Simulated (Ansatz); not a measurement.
Geometry relaxation, with input and output: Al

Al (4 atoms in the cell), computed with DFT PBE, scalar-relativistic, plane waves, PAW, no spin polarisation (Ansatz 0.2.0).

The structure derives from an entry of the Crystallography Open Database. It belongs to a series of runs on one base structure; here: film's bulk on the substrate's plane, third vector and atoms relaxed. Figures and captions count atoms from 1; the log counts them from 0 in places.

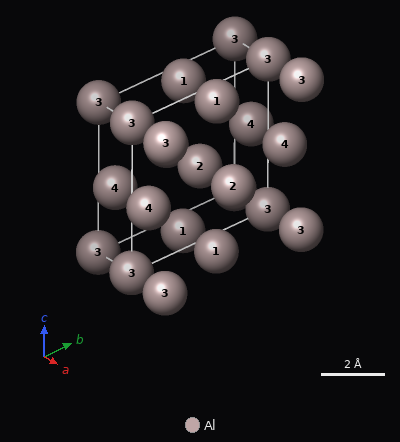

Fig. 1: The starting structure (spheres-only view of the reduced cell, repeated 2 × 1 × 1, seen slightly off an axis; atoms are numbered from 1 in the order of the input).

Results in brief:

- outcome: converged
- space group (tolerance 0.01 Å): R-3m (166) → C2/m (12)
- electrons treated: 12
- free energy: −2150.0319 eV
- Fermi energy: 8.167 eV
- gap on the k-point mesh: none (metallic)
- pressure: 1.86 GPa
- final volume: 64.56 Å³
- largest force (length of the vector) at the end: under 0.001 eV/Å
- final cell: a = 5.680 Å, b = 5.680 Å, c = 2.828 Å, α = 60.03°, β = 119.97°, γ = 120.00°
- hardware: 4 threads of AMD EPYC (Zen 3), 32 GiB of memory available, shared host
- wall time: 5.8 s (CPU time 21 s)
- peak memory: 0.49 GiB

The input:
```yaml
crystal:
  lattice:
    - [5.680217875, 0.0, 0.0]
    - [-2.8401089375, 4.9192129788, 0.0]
    - [-1.4200544688, 0.8198688298, 2.3496627186]
  atoms:
    - { symbol: Al, position: [0.0, 0.5, 0.0] }
    - { symbol: Al, position: [0.5, 0.5, 0.0] }
    - { symbol: Al, position: [0.0, 0.0, 0.0] }
    - { symbol: Al, position: [0.5, 0.0, 0.0] }
basis:
  ecutwfc: 420
kpoints:
  mp_grid: { grid: [6, 6, 15] }
hamiltonian:
  xc: pbe
scf:
  occupations: { method: gaussian, width: 0.1 }
output:
  forces: true
  stress: true
  eigenvalues: true
relax:
  adjacent_minimum: "off"
  f_tol: 0.01
  max_steps: 50
  cell: { fix: [a, b, gamma], stress_tol: 0.1 }
```

Launched with:
```bash
ansatz run input.yaml --threads 4 --pin off --max-ram 10240MiB --backend cpu --events-out ev --progress --plain --runs-dir out
```

Log:
```
Engine: ansatz 0.2.0, x86_64-unknown-linux-gnu
Pseudopotentials: kind: paw
Pseudopotential: Al, paw, valence charge 3, recommended cutoff 420 eV (normal), Al.paw.azcp
Functional definition: PBE
  parameter kappa = 0.804
  parameter beta = 0.06672455060314922
  exchange = pbe_x(kappa = kappa, mu = beta*pi^2/3)
  correlation = pbe_c(beta = beta)
Crystal: 4 atoms, lattice volume = 65.655 Å³
Basis set: ecut = 420 eV, 1321 PW (Γ), exchange–correlation on 80×80×40 points (8 copies of the dense FFT grid, shifted against one another)
Bands: 10, of which v1, the nominal top of the filled ones, is band 6 counted from 1 (5 counted from 0)
Symmetry: 16 space group operations
Space group: R-3m (ITA 166), of the structure as read, at distance tolerance 4.0e-5 Å
k-points: 160 of 540
Non-local potential: Al, projectors of the file, l = 0: 2, l = 1: 2, l = 2: 1
PAW form: soft (Blöchl's): semilocal exchange-correlation on the pseudo side does not see the compensation charge
PAW one-centre angular grid: Al, 110 points (default); XC on 64 Gauss nodes
Initial density: superposition of atomic densities (neutral atoms: chi_scale 0, normalization atom), corrected by the library's trained network
Initial wavefunctions: pseudopotential atomic-orbital guess
Functional: x = pbe(κ = 0.804, μ = 0.2195149727645171), c = pbe(β = 0.06672455060314922)
SCF iter   1: F=—  HF=-2150.022849 eV  |F-HF|=—  |Δ(HF+E_count)|=         —  Δρ=4.88e-4  dr2=5.30e-5  ethr=1.77e-3  ⟨swp⟩=6.2  Hψ=12616  notcnv=0
preconditioner: auto → none  [metal: Δε(μ)=0.008 eV  Ē_g=7.021 eV  σ=0.100 eV  W_gap=0.04  n_scr=6 (ndim 8)  ℏωp=15.9 eV  f_vac=0.000  D(μ)=1.50/eV (n_scr^D=6)  sad-step TF]
SCF iter   2: F=—  HF=-2150.023117 eV  |F-HF|=—  |Δ(HF+E_count)|=   2.69e-4  Δρ=2.96e-4  dr2=2.57e-5  ethr=4.42e-7  ⟨swp⟩=2.1  Hψ=3737  notcnv=0
SCF iter   3: F=—  HF=-2150.023153 eV  |F-HF|=—  |Δ(HF+E_count)|=   3.60e-5  Δρ=3.94e-5  dr2=9.45e-7  ethr=2.14e-7  ⟨swp⟩=1.8  Hψ=2264  notcnv=0
SCF iter   4: F=—  HF=-2150.023153 eV  |F-HF|=—  |Δ(HF+E_count)|=   1.51e-7  Δρ=1.58e-5  dr2=1.47e-7  ethr=7.87e-9  ⟨swp⟩=1.0  Hψ=1562  notcnv=0
iter 5 did not close the SCF: its close was put off for the readings that it lacked (scf_convergence_deferred on its scf_iter line)
SCF iter   5: F=-2150.023153 eV  HF=-2150.023153 eV  |F-HF|=4.50e-11  |Δ(HF+E_count)|=   1.90e-8  Δρ=8.91e-7  dr2=5.17e-10  ethr=1.22e-9  ⟨swp⟩=1.0  Hψ=1564  notcnv=0
SCF iter   6: F=-2150.023153 eV  HF=-2150.023153 eV  |F-HF|=2.27e-12  |Δ(HF+E_count)|=  2.27e-11  Δρ=1.31e-7  dr2=1.08e-11  ethr=4.31e-12  ⟨swp⟩=1.5  Hψ=5495  notcnv=0
SCF 1 converged in 6 iterations: F = -2150.023153 eV  dr2 = 1.08e-11
  greatest PAW one-centre occupation: 0.447 electrons in one spin orbital (limit 2), on the Al atom at site 3 (counted from 0), in its partial waves of l = 0
relax step   1: F+E_penalty+E_count = -2150.02315300 eV  Δ(F+E_penalty+E_count) = +0.000e0 eV  max|allowed force component| = 7.889e-31 eV/Å  Δτ_max = 0.0000 Å  P = +0.463 GPa  Ω = 65.655 Å³  fix = [a, b, gamma]  reactions: a +1.851, b +1.851 GPa; gamma -1.154 GPa/rad  (6 SCF iters, dr2 threshold 1.00e-7 eV, accepted)
Crystal: 4 atoms, lattice volume = 64.563 Å³
Basis set: ecut = 420 eV, 1305 PW (Γ), exchange–correlation on 80×80×40 points (8 copies of the dense FFT grid, shifted against one another)
Initial density: handed on by an earlier stage of this run
Initial wavefunctions: those handed on with the density
iter 1 solved again at ethr=6.71e-6 eV; its pass at ethr=3.10e-3 eV (dr2=8.06e-4 eV) is discarded
SCF iter   1: F=—  HF=-2150.032627 eV  |F-HF|=—  |Δ(HF+E_count)|=         —  Δρ=1.06e-3  dr2=8.48e-4  ethr=6.71e-6  ⟨swp⟩=1.8  Hψ=12453  notcnv=0
preconditioner: auto → none  [metal: Δε(μ)=0.029 eV  Ē_g=7.106 eV  σ=0.100 eV  W_gap=0.16  n_scr=6 (ndim 8)  ℏωp=16.0 eV  f_vac=0.000  D(μ)=1.19/eV (n_scr^D=6)]
SCF iter   2: F=—  HF=-2150.032314 eV  |F-HF|=—  |Δ(HF+E_count)|=   3.13e-4  Δρ=4.46e-4  dr2=1.46e-4  ethr=6.71e-6  ⟨swp⟩=1.0  Hψ=1600  notcnv=0
SCF iter   3: F=—  HF=-2150.032320 eV  |F-HF|=—  |Δ(HF+E_count)|=   5.24e-6  Δρ=2.07e-5  dr2=2.35e-7  ethr=3.33e-9  ⟨swp⟩=4.3  Hψ=10023  notcnv=0
SCF iter   4: F=-2150.032320 eV  HF=-2150.032320 eV  |F-HF|=7.96e-11  |Δ(HF+E_count)|=   1.64e-7  Δρ=5.75e-7  dr2=1.06e-10  ethr=1.96e-9  ⟨swp⟩=1.8  Hψ=4885  notcnv=0
SCF 2 converged in 4 iterations: F = -2150.032320 eV  dr2 = 1.06e-10
  greatest PAW one-centre occupation: 0.448 electrons in one spin orbital (limit 2), on the Al atom at site 3 (counted from 0), in its partial waves of l = 0
relax step   2: F+E_penalty+E_count = -2150.03231957 eV  Δ(F+E_penalty+E_count) = -9.167e-3 eV  max|allowed force component| = 1.923e-30 eV/Å  Δτ_max = 0.0000 Å  P = +1.870 GPa  Ω = 64.563 Å³  energy of the carried Pulay correction = +4.909e-4 eV  fix = [a, b, gamma]  reactions: a +2.774, b +2.774 GPa; gamma -1.357 GPa/rad  (4 SCF iters, dr2 threshold 4.00e-7 eV, accepted)
Initial wavefunctions: pseudopotential atomic-orbital guess (no wavefunctions were taken with the density)
iter 1 solved again at ethr=2.76e-8 eV; its pass at ethr=3.10e-3 eV (dr2=3.31e-6 eV) is discarded
SCF iter   1: F=—  HF=-2150.031815 eV  |F-HF|=—  |Δ(HF+E_count)|=         —  Δρ=1.74e-5  dr2=1.77e-8  ethr=2.76e-8  ⟨swp⟩=3.0  Hψ=17298  notcnv=0
SCF iter   2: F=—  HF=-2150.031893 eV  |F-HF|=—  |Δ(HF+E_count)|=   7.86e-5  Δρ=8.88e-6  dr2=4.66e-9  ethr=1.47e-10  ⟨swp⟩=2.0  Hψ=2572  notcnv=0
SCF iter   3: F=-2150.031894 eV  HF=-2150.031894 eV  |F-HF|=3.91e-11  |Δ(HF+E_count)|=   5.47e-8  Δρ=2.99e-7  dr2=1.70e-11  ethr=1.33e-12  ⟨swp⟩=3.0  Hψ=6618  notcnv=0
SCF 3 converged in 3 iterations: F = -2150.031894 eV  dr2 = 1.70e-11
relax step   3: F+E_penalty+E_count = -2150.03189355 eV  Δ(F+E_penalty+E_count) = +4.260e-4 eV  max|allowed force component| = 1.146e-30 eV/Å  Δτ_max = 0.0000 Å  P = +1.860 GPa  Ω = 64.563 Å³  fix = [a, b, gamma]  reactions: a +2.768, b +2.768 GPa; gamma -1.354 GPa/rad  stress off target by 6.14e-2 GPa on what of the cell is left free  SCF on the basis re-selected at this cell (its energy is not comparable with the rows above)  (3 SCF iters)
```

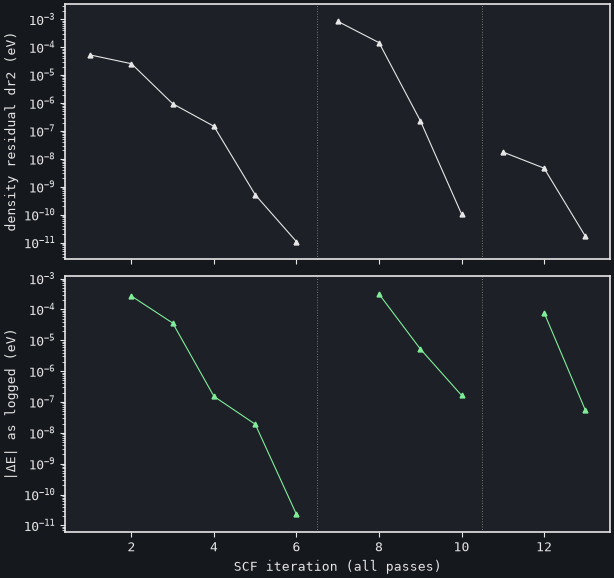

Fig. 2: Convergence of the self-consistent field: density residual dr2 and size of the energy change against the SCF iteration. The dotted lines part the SCF passes of the relaxation: geometry steps, rejected trials and re-solves on a re-selected basis. The passes take 6, 4 and 3 iterations.

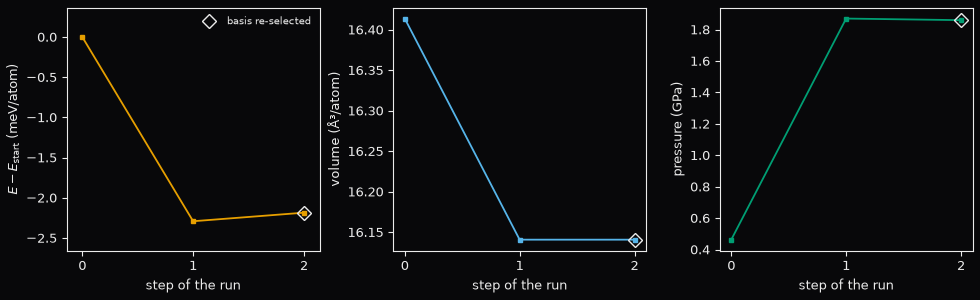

Fig. 3: Progress of the relaxation, step by step (the first geometry is step 0 here and step 1 in the log).

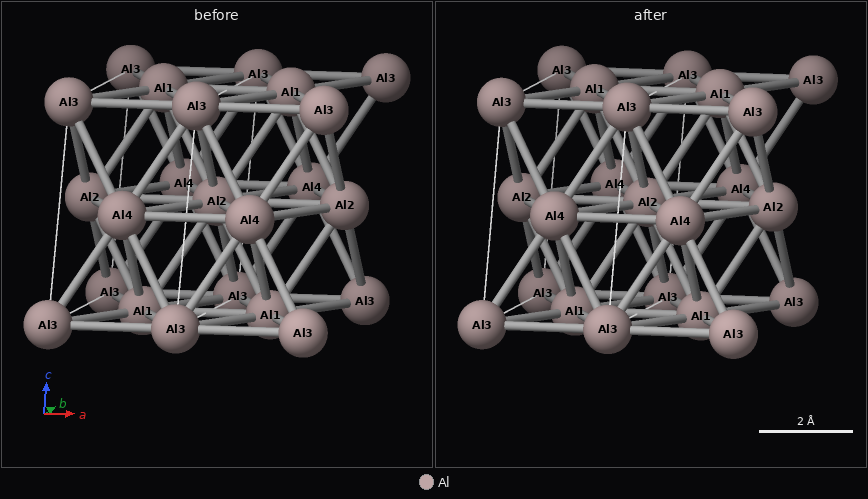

Fig. 4: Before (left) and after (right) the relaxation, at one scale (ball-and-stick view of the reduced cell, repeated 2 × 1 × 1, seen slightly off an axis). The atoms keep their places relative to the cell (all moves are under 0.005 Å). The volume changes by −1.7 %, with a 2.865 → 2.828 Å (−1.3 %), b = c 4.934 → 4.921 Å (−0.3 %), α 70.3° → 70.5°, β 89.4° → 90.1°, γ 89.4° → 90.1°. Among the contacts that change: Al1–Al1 2.865 → 2.828 Å, Al1–Al2 2.865 → 2.836 Å. The space group (tolerance 0.01 Å) goes from R-3m (No. 166) to C2/m (No. 12). Over 1 geometry step the energy falls by 2.3 meV per atom. All forces vanish by symmetry, so only the cell relaxes. The pressure goes from 0.46 to 1.86 GPa. A last SCF at the same geometry on a re-selected plane-wave basis shifts the energy by +0.1 meV per atom. (Atoms are counted from 1 in the order of the input.)

```
basis re-selected at this cell: Δ(F+E_penalty+E_count) = +4.260e-4 eV, ΔP = -0.010 GPa vs the last step (what re-selecting the basis moved, of the pressure what is left beyond the Pulay correction that the steps carried, after the strain that the cell walked since its last selection, with what the two solves' SCF thresholds leave and, on support functions, any second-order correction that the steps lacked; it is no measure of the basis error at this ecutwfc). This SCF's stress stands 6.14e-2 GPa from its target on what of the cell is left free (relax.cell.stress_tol is 1.00e-1 GPa) and its largest allowed force component is 1.15e-30 eV/Å (relax.f_tol is 1.00e-2 eV/Å): within both
SCF converged after 3 iterations
Free energy (F): -2150.031894 eV
Harris-Foulkes:  -2150.031894 eV  (|F-HF|=3.91e-11)
Internal energy: -2150.025941 eV  (E = F + TS)
E sigma→0 (E₀):  -2150.028917 eV
Entropy (-TS):   -0.005953 eV (-1.488 meV/atom)
Fermi energy:    8.167065 eV
--- Per-component energies (eV) ---
  E_band       = 44.283722
  E_kinetic    = 92.368921
  E_local      = 40.931669  (includes V_loc(G=0)·N_el)
  E_nonlocal   = 41.482069
  E_hartree    = 0.431410
  E_xc         = -159.512693
  E_vxc        = -116.588763  (∫ρ·V_xc dr)
  E_paw        = -1869.502329  (= ΣΔE_a)
  E_vpaw       = -14.772984  (= ΣTr[D̂ρ^β])
  E_aug_tail   = -0.000009  (compensation charges beyond the density's cutoff)
  E_ewald      = -296.224979
  E_smearing   = -0.005953  (= −TS)
  E_closure    = 0.000000  (closes the sum)
  Σ components = -2150.031894   (vs F -2150.031894, Δ=0.00e0)
--- Forces (eV/Å), atoms counted from 1 ---
  atom   1  Al    -0.00000000     0.00000000    -0.00000000
  atom   2  Al     0.00000000     0.00000000    -0.00000000
  atom   3  Al     0.00000000    -0.00000000    -0.00000000
  atom   4  Al    -0.00000000    -0.00000000    -0.00000000
  max |Σ_I F_I| component: 2.96e-31 eV/Å
--- Stress (GPa, compression-positive) ---
        2.874388      -0.183477      -0.025091
       -0.183477       2.662527       0.014487
       -0.025091       0.014487       0.042116
  P = ⅓ Tr σ = 1.8597 GPa (18.597 kbar)
--- Band table (eV; the first three rows and the last of 160) ---
  k-point 0: bands = ["-3.1046", "3.4885", "3.4885", "3.7402", "3.7402", "5.1785", "6.5304", "13.4220", "13.8340", "13.9859"]
  k-point 1: bands = ["-2.9815", "3.1315", "3.1315", "4.3292", "4.3292", "4.6191", "7.3134", "11.9952", "13.9381", "14.9196"]
  k-point 2: bands = ["-2.6128", "2.9026", "2.9026", "3.8809", "5.2515", "5.2515", "8.7038", "10.2721", "14.2507", "15.6389"]
  k-point 159: bands = ["0.8740", "2.0678", "6.8525", "6.8525", "7.3982", "7.3982", "8.5246", "8.5246", "8.6995", "9.6782"]
--- Relaxed structure (2 steps of the walk, 2 accepted, 1 SCFs on fresh bases) ---
  F+E_penalty+E_count = -2150.03189355 eV   max|allowed force component| = 1.146e-30 eV/Å   (the final SCF, on the basis selected at the relaxed cell)
  cell:  # Å, volume = 64.5630 Å³
    - [5.680210845592409, 4.058440078775753e-6, 0.008936283541548358]
    - [-2.8401019080839487, 4.919208920355038, -0.008936283511330086]
    - [-1.4163555681110522, 0.8177332685029661, 2.3076234583442803]
  atoms:
    - { symbol: Al, position: [2.710505431213761e-18, 0.4999999999999999, -4.336808689942018e-19] }
    - { symbol: Al, position: [0.4999999999999999, 0.4999999999999999, 4.716242341891066e-19] }
    - { symbol: Al, position: [6.887136526010452e-38, -1.1609920783692497e-35, 2.5614446825004616e-35] }
    - { symbol: Al, position: [0.49999999999999994, -5.421010862427522e-20, 4.336808689942018e-19] }
```

Trajectory as extended XYZ (Å, eV, eV/Å), 3 frames, from step=1 to step=3:
```
4
Lattice="5.6802 0.0000 0.0000 -2.8401 4.9192 0.0000 -1.4201 0.8199 2.3497" Properties=species:S:1:pos:R:3:forces:R:3 step=1 energy=-2150.02315 pressure_GPa=0.46
Al   -1.4201    2.4596    0.0000    0.0000   0.0000   0.0000
Al    1.4201    2.4596    0.0000    0.0000   0.0000   0.0000
Al    0.0000    0.0000    0.0000    0.0000   0.0000   0.0000
Al    2.8401    0.0000    0.0000    0.0000   0.0000   0.0000
4
Lattice="5.6802 0.0000 0.0089 -2.8401 4.9192 -0.0089 -1.4164 0.8177 2.3076" Properties=species:S:1:pos:R:3:forces:R:3 step=2 energy=-2150.03232 pressure_GPa=1.87
Al   -1.4201    2.4596   -0.0045    0.0000   0.0000   0.0000
Al    1.4201    2.4596    0.0000    0.0000   0.0000   0.0000
Al    0.0000    0.0000    0.0000    0.0000   0.0000   0.0000
Al    2.8401    0.0000    0.0045    0.0000   0.0000   0.0000
4
Lattice="5.6802 0.0000 0.0089 -2.8401 4.9192 -0.0089 -1.4164 0.8177 2.3076" Properties=species:S:1:pos:R:3:forces:R:3 step=3 energy=-2150.03189 pressure_GPa=1.86
Al   -1.4201    2.4596   -0.0045    0.0000   0.0000   0.0000
Al    1.4201    2.4596    0.0000    0.0000   0.0000   0.0000
Al    0.0000    0.0000    0.0000    0.0000   0.0000   0.0000
Al    2.8401    0.0000    0.0045    0.0000   0.0000   0.0000
```
